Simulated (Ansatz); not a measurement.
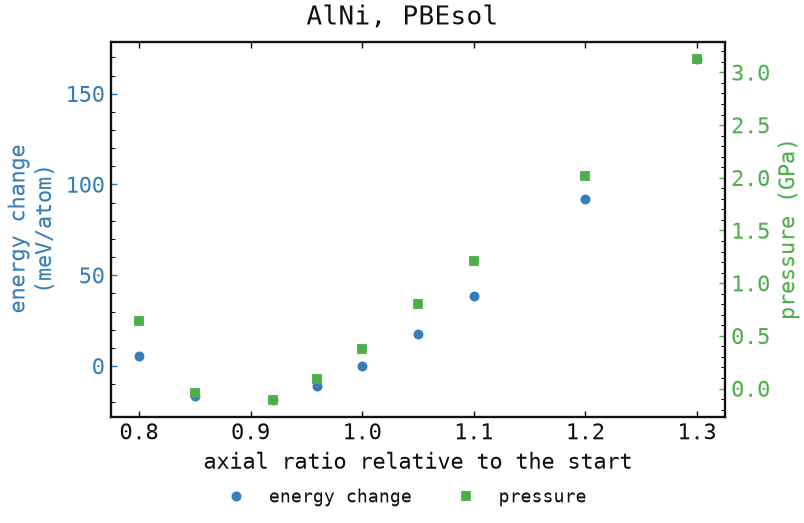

The picture above shows the energy change and pressure against relative axial ratio for AlNi, space group Cmmm (No. 65).

Structure:
```
CELL_PARAMETERS angstrom
1.93869 -1.95319 0.00000
1.93869 1.95319 0.00000
0.00000 0.00000 3.09943
ATOMIC_POSITIONS crystal
Al 0.00000 0.00000 0.00000
Ni 0.50000 0.50000 0.50000
```

Computed with Ansatz 0.2.0: deformation of a crystal at fixed volume, lengths along the axis scaled against those across it, fractional coordinates fixed, by plane-wave density functional theory with PAW datasets, free energies less that of the undisturbed cell, pressure positive in compression; scalar-relativistic. Level: PBEsol, no spin polarisation.

- wave cutoff: 420 eV
- k mesh: 20×20×18
- occupations: Gaussian
- smearing width: 0.15 eV
- k shift: (0, 0, 0) (mesh steps)
- start: as given
- path: axial
- axis direction: (0, 0, 1) (Cartesian unit vector)

Q: Where is the energy change lowest, and are there other minima?

A: The lowest computed point is at relative axial ratio 0.92 (−18 meV/atom), and no other minimum shows.

Q: How does the pressure vary with relative axial ratio?

A: It goes from 0.637 GPa at relative axial ratio 0.80 to 3.131 GPa at 1.30, not monotonically, with a low of −0.104 GPa at 0.92, and changes sign near 0.85 and 0.94.

Keep in mind: no spin polarisation, a magnetic state may lie lower; reference crystal is not relaxed; shape and atomic fractions are frozen while scaling, which makes layered, chain and framework solids too stiff.
